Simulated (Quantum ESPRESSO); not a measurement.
# BP (F-43m): modes at Γ and the response to a field

Aim: the zone-centre modes of BP (F-43m).

Main program and level: Quantum ESPRESSO 7.5; DFT PBE, scalar-relativistic, plane waves, GBRV ultrasoft pseudopotentials.

### Step 1. Starting point

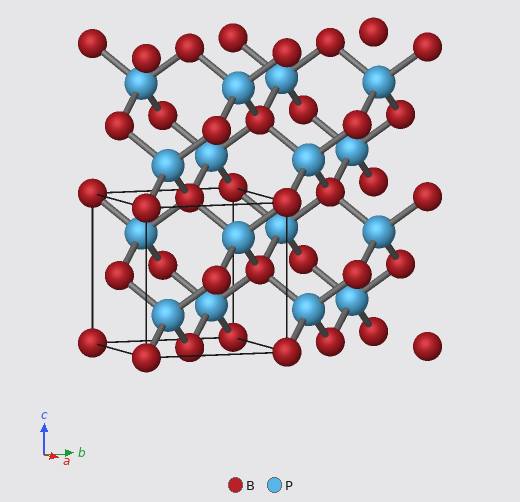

Start, viewed slightly off an axis; boron red, phosphorus blue. 1×2×2 cells are drawn. This picture shows the conventional cell, with its axes. Bonds to atoms that aren't drawn are left out. Some periodic images of atoms are drawn too.

### Step 2. A first look

Before anything dear is run, a loose run with smearing shows whether this is a metal and how far the cell is from rest.

Input file probe.in:

```
 &control
    calculation='scf',
    prefix='x',
    outdir='./tmp',
    pseudo_dir='./pseudo',
    tprnfor=.true.,
    tstress=.true.,
    verbosity='high',
 /
 &system
    ibrav=0,
    nat=2,
    ntyp=2,
    ecutwfc=50.0,
    ecutrho=400.0,
    occupations='smearing',
    smearing='gaussian',
    degauss=0.01,
 /
 &electrons
    conv_thr=1.0d-07,
    mixing_beta=0.7,
    electron_maxstep=100,
 /
ATOMIC_SPECIES
 B      10.8100  B.upf
 P      30.9738  P.upf
CELL_PARAMETERS angstrom
    -2.269000000    0.000000000    2.269000000
     0.000000000    2.269000000    2.269000000
    -2.269000000    2.269000000    0.000000000
ATOMIC_POSITIONS crystal
 B      0.000000000   0.000000000   0.000000000
 P      0.250000000   0.250000000   0.250000000
K_POINTS automatic
 6 6 6 0 0 0
```

Run with:

```sh
$ OMP_NUM_THREADS=1 mpirun -n 4 pw.x -nk 4 -in probe.in > probe.out
```

Log:

```text
[banners, grids, parts of the stress and lines that vanish by symmetry left out]
Program PWSCF v.7.5
     Message from routine setup:
     using ibrav=0 with symmetry is DISCOURAGED, use correct ibrav instead
[...]
kinetic-energy cutoff     =      50.0000  Ry
     charge density cutoff     =     400.0000  Ry
     scf convergence threshold =      1.0E-07
[...]
Exchange-correlation=  SLA  PW   PBX  PBC
                           (   1   4   3   4   0   0   0)
[...]
24 Sym. Ops. (no inversion) found
[...]
(     0          1          0      )
                  (     0          0          1      )
[...]
(  0.0000000  1.0000000  0.0000000 )
                  ( -0.0000000 -0.0000000  1.0000000 )
[...]
(     1          0         -1      )
                  (     0          0         -1      )
[...]
(  0.0000000  1.0000000  0.0000000 )
[...]
(    -1          0          1      )
                  (    -1          0          0      )
[...]
( -0.0000000 -0.0000000  1.0000000 )
                  (  0.0000000 -1.0000000 -0.0000000 )
[...]
number of k points=    16  Gaussian smearing, width (Ry)=  0.0100
[...]
End of self-consistent calculation
[...]
the Fermi energy is     9.8996 ev
!    total energy              =     -21.97229637 Ry
[...]
convergence has been achieved in   6 iterations
[...]
atom    1 type  1   force =     0.00000000    0.00000000   -0.00000000
     atom    2 type  2   force =     0.00000000    0.00000000   -0.00000000
[...]
Total force =     0.000000     Total SCF correction =     0.000000
[...]
total   stress  (Ry/bohr**3)                   (kbar)     P=       10.28
[...]
XML data file, charge density, pseudopotentials, collected wavefunctions

   JOB DONE.
```

It took 2.1 s on 4 MPI ranks of Arm Neoverse V1, shared host; 7.8 s of CPU time.

This step gave:

* volume per atom: 11.68 Å³
* pressure: 1.028 GPa
* gap on the k-mesh: 1.345 eV

A gap of 1.3 eV opens on this mesh, so the crystal is taken as an insulator; the start stands at 1.0 GPa.

### Step 3. Relaxation

The relaxation runs at a cutoff a fifth above that of the response, since stress converges more slowly with the basis than frequencies do. Forces and stress are brought to rest with tight thresholds.

Input file relax.in:

```
 &control
    calculation='vc-relax',
    prefix='x',
    outdir='./tmp',
    pseudo_dir='./pseudo',
    tprnfor=.true.,
    tstress=.true.,
    forc_conv_thr=2.0d-05,
    etot_conv_thr=1.0d-07,
    nstep=40,
 /
 &system
    ibrav=0,
    nat=2,
    ntyp=2,
    ecutwfc=60,
    ecutrho=480.0,
    occupations='fixed',
    nbnd=6,
 /
 &electrons
    conv_thr=1.0d-11,
    mixing_beta=0.7,
    electron_maxstep=100,
 /
 &ions
 /
 &cell
    press_conv_thr=0.2,
 /
ATOMIC_SPECIES
 B      10.8100  B.upf
 P      30.9738  P.upf
CELL_PARAMETERS angstrom
    -2.269000000    0.000000000    2.269000000
     0.000000000    2.269000000    2.269000000
    -2.269000000    2.269000000    0.000000000
ATOMIC_POSITIONS crystal
 B      0.000000000   0.000000000   0.000000000
 P      0.250000000   0.250000000   0.250000000
K_POINTS automatic
 10 10 10 0 0 0
```

Run with:

```sh
$ OMP_NUM_THREADS=1 mpirun -n 4 pw.x -nk 4 -in relax.in > relax.out
```

Log:

```text
[banners, grids, parts of the stress and lines that vanish by symmetry left out]
[banner, memory and clock lines left out]
Program PWSCF v.7.5

[...]
kinetic-energy cutoff     =      60.0000  Ry
     charge density cutoff     =     480.0000  Ry
     scf convergence threshold =      1.0E-11
[...]
energy convergence thresh.=      1.0E-07
     force convergence thresh. =      2.0E-05
     press convergence thresh. =      2.0E-01
     Exchange-correlation=  SLA  PW   PBX  PBC
                           (   1   4   3   4   0   0   0)
[...]
24 Sym. Ops. (no inversion) found
[...]
number of k points=    47
[...]
End of self-consistent calculation
[...]
highest occupied, lowest unoccupied level (ev):     9.2136   10.4663
!    total energy              =     -21.97371944 Ry
[...]
convergence has been achieved in  10 iterations
[...]
atom    1 type  1   force =     0.00000000    0.00000000   -0.00000000
     atom    2 type  2   force =     0.00000000    0.00000000   -0.00000000
     Total force =     0.000000     Total SCF correction =     0.000000
[...]
total   stress  (Ry/bohr**3)                   (kbar)     P=        8.71
[...]
number of bfgs steps    =   0
[...]
CELL_PARAMETERS (angstrom)
[...]
ATOMIC_POSITIONS (crystal)
B               -0.0000000000       -0.0000000000        0.0000000000
P                0.2500000000        0.2500000000        0.2500000000
[...]
New effective cutoffs (rho, wfc):  476.90   59.82
[...]
End of self-consistent calculation
[...]
highest occupied, lowest unoccupied level (ev):     9.1535   10.4121
!    total energy              =     -21.97374359 Ry
[...]
convergence has been achieved in   7 iterations
[...]
atom    1 type  1   force =    -0.00000000    0.00000000   -0.00000000
     atom    2 type  2   force =     0.00000000   -0.00000000    0.00000000
     Total force =     0.000000     Total SCF correction =     0.000000
[...]
total   stress  (Ry/bohr**3)                   (kbar)     P=        1.44
[...]
number of bfgs steps    =   1
[...]
CELL_PARAMETERS (angstrom)
[...]
ATOMIC_POSITIONS (crystal)
B               -0.0000000000       -0.0000000000        0.0000000000
P                0.2500000000        0.2500000000        0.2500000000
[...]
New effective cutoffs (rho, wfc):  476.62   59.78
[...]
End of self-consistent calculation
[...]
highest occupied, lowest unoccupied level (ev):     9.1416   10.4013
!    total energy              =     -21.97374428 Ry
[...]
convergence has been achieved in   7 iterations
[...]
atom    1 type  1   force =    -0.00000000    0.00000000   -0.00000000
     atom    2 type  2   force =     0.00000000    0.00000000    0.00000000
     Total force =     0.000000     Total SCF correction =     0.000000
[...]
total   stress  (Ry/bohr**3)                   (kbar)     P=        0.01
[...]
number of bfgs steps    =   2
[...]
small trust_radius: resetting bfgs history
[...]
CELL_PARAMETERS (angstrom)
[...]
ATOMIC_POSITIONS (crystal)
B               -0.0000000000       -0.0000000000        0.0000000000
P                0.2500000000        0.2500000000        0.2500000000
[...]
New effective cutoffs (rho, wfc):  476.62   59.78
[...]
End of self-consistent calculation
[...]
highest occupied, lowest unoccupied level (ev):     9.1415   10.4012
!    total energy              =     -21.97374428 Ry
[...]
convergence has been achieved in   3 iterations
[...]
atom    1 type  1   force =     0.00000000    0.00000000    0.00000000
     atom    2 type  2   force =    -0.00000000   -0.00000000   -0.00000000
     Total force =     0.000000     Total SCF correction =     0.000000
[...]
total   stress  (Ry/bohr**3)                   (kbar)     P=        0.00
[...]
bfgs converged in   4 scf cycles and   3 bfgs steps
[...]
End of BFGS Geometry Optimization
     Final enthalpy           =     -21.9737442827 Ry
     File ./tmp/x.bfgs deleted, as requested
[...]
CELL_PARAMETERS (angstrom)
[...]
ATOMIC_POSITIONS (crystal)
B               -0.0000000000       -0.0000000000        0.0000000000
P                0.2500000000        0.2500000000        0.2500000000
[...]
Final scf calculation at the relaxed structure.
[...]
kinetic-energy cutoff     =      60.0000  Ry
     charge density cutoff     =     480.0000  Ry
     scf convergence threshold =      1.0E-13
[...]
press convergence thresh. =      2.0E-01
     Exchange-correlation=  SLA  PW   PBX  PBC
                           (   1   4   3   4   0   0   0)
[...]
24 Sym. Ops. (no inversion) found
[...]
number of k points=    47
[...]
c_bands:  1 eigenvalues not converged
     c_bands:  1 eigenvalues not converged
[...]
End of self-consistent calculation
[...]
highest occupied, lowest unoccupied level (ev):     9.1415   10.4012
!    total energy              =     -21.97374741 Ry
[...]
convergence has been achieved in  19 iterations
[...]
atom    1 type  1   force =     0.00000000   -0.00000000    0.00000000
     atom    2 type  2   force =    -0.00000000   -0.00000000   -0.00000000
     Total force =     0.000000     Total SCF correction =     0.000000
[...]
total   stress  (Ry/bohr**3)                   (kbar)     P=        0.00
[...]
XML data file, charge density, pseudopotentials, collected wavefunctions
```

Run time: 16 s. Hardware: 4 MPI ranks.

Relaxation path:

| step | energy less that of the first step (eV) | largest force (eV/Å) | pressure (GPa) | volume (Å³) |
| --- | --- | --- | --- | --- |
| 1 | 0.0000 | 0.0000 | 0.87 | 23.36 |
| 2 | -0.0003 | 0.0000 | 0.14 | 23.47 |
| 3 | -0.0003 | 0.0000 | 0.00 | 23.49 |
| 4 | -0.0003 | 0.0000 | 0.00 | 23.49 |
| 5 | -0.0004 | 0.0000 | 0.00 | 23.49 |

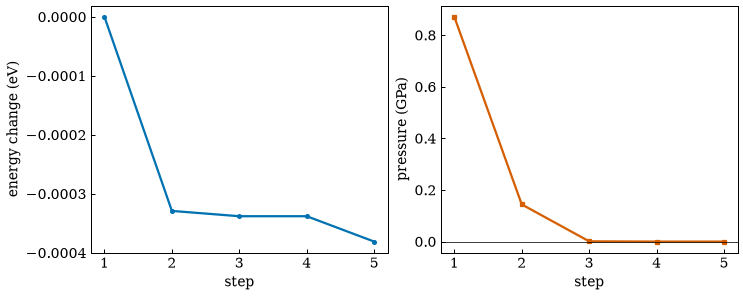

Energy and pressure along the relaxation.

| conventional cell, symmetrised | before | after | change |
| --- | --- | --- | --- |
| a (Å) | 4.538 | 4.546 | +0.2 % |
| b (Å) | 4.538 | 4.546 | +0.2 % |
| c (Å) | 4.538 | 4.546 | +0.2 % |
| volume (Å³/atom) | 11.68 | 11.74 | +0.5 % |

Final coordinates:

```cif
data_structure
_symmetry_space_group_name_H-M 'P 1'
_symmetry_Int_Tables_number 1
_cell_length_a 3.2146
_cell_length_b 3.2146
_cell_length_c 3.2146
_cell_angle_alpha 60.000
_cell_angle_beta 60.000
_cell_angle_gamma 60.000
_cell_volume 23.49
loop_
_atom_site_label
_atom_site_type_symbol
_atom_site_fract_x
_atom_site_fract_y
_atom_site_fract_z
_atom_site_occupancy
B1 B 0.00000 0.00000 0.00000 1
P2 P 0.25000 0.25000 0.25000 1
```

The last row of the table of steps is pw.x's closing run on a basis chosen anew for the final cell, so its energy can jump.

Numbers from this step:

- volume per atom: 11.74 Å³
- pressure: 0 GPa
- gap on the k-mesh: 1.260 eV

The volume changes by +0.5 % from the cell with which this run began.

### Step 4. Ground state

The response is built on this ground state, so it is converged far tighter than an energy would need. With a gap, occupations are fixed, which also allows the response to an electric field.

Input file scf.in:

```
 &control
    calculation='scf',
    prefix='x',
    outdir='./tmp',
    pseudo_dir='./pseudo',
    tprnfor=.true.,
    tstress=.true.,
 /
 &system
    ibrav=0,
    nat=2,
    ntyp=2,
    ecutwfc=50.0,
    ecutrho=400.0,
    occupations='fixed',
    nbnd=6,
 /
 &electrons
    conv_thr=1.0d-12,
    mixing_beta=0.7,
    electron_maxstep=100,
 /
ATOMIC_SPECIES
 B      10.8100  B.upf
 P      30.9738  P.upf
CELL_PARAMETERS angstrom
    -2.273032772    0.000000000    2.273032772
     0.000000000    2.273032772    2.273032772
    -2.273032772    2.273032772    0.000000000
ATOMIC_POSITIONS crystal
 B      0.000000000   0.000000000   0.000000000
 P      0.250000000   0.250000000   0.250000000
K_POINTS automatic
 12 12 12 0 0 0
```

Run with:

```sh
$ OMP_NUM_THREADS=1 mpirun -n 4 pw.x -nk 4 -in scf.in > scf.out
```

Log:

```text
[banners, grids, parts of the stress and lines that vanish by symmetry left out]
[banner, memory and clock lines left out]
Program PWSCF v.7.5

[...]
kinetic-energy cutoff     =      50.0000  Ry
     charge density cutoff     =     400.0000  Ry
     scf convergence threshold =      1.0E-12
[...]
Exchange-correlation=  SLA  PW   PBX  PBC
                           (   1   4   3   4   0   0   0)
[...]
24 Sym. Ops. (no inversion) found
[...]
number of k points=    72
[...]
c_bands:  1 eigenvalues not converged
[...]
c_bands:  4 eigenvalues not converged
[...]
End of self-consistent calculation
[...]
highest occupied, lowest unoccupied level (ev):     9.1418   10.3980
!    total energy              =     -21.97359084 Ry
[...]
convergence has been achieved in  11 iterations
[...]
atom    1 type  1   force =     0.00000000    0.00000000    0.00000000
     atom    2 type  2   force =     0.00000000    0.00000000    0.00000000
     Total force =     0.000000     Total SCF correction =     0.000000
[...]
total   stress  (Ry/bohr**3)                   (kbar)     P=        0.22
[...]
XML data file, charge density, pseudopotentials, collected wavefunctions
```

It took 5.2 s on 4 MPI ranks; 20 s of CPU time.

Read from the output:

| Item | Value |
| --- | --- |
| pressure | 0.02200 GPa |
| gap on the k-mesh | 1.256 eV |

The cell stands at 0.022 GPa, close enough for phonons.

(Continued in part 2 of 5.)

[Host names and launcher messages were left out of these logs when they were recorded.]

[Logs are printed without paths, hosts, clocks, repeated set-up lines and the standing remarks that a program may print on its own settings, such as how far it seeks lower states.]

[Hosts, paths, dates, database ids (printed as entryN), source tags and the programs' standing remarks are cut or masked in the printed files.]
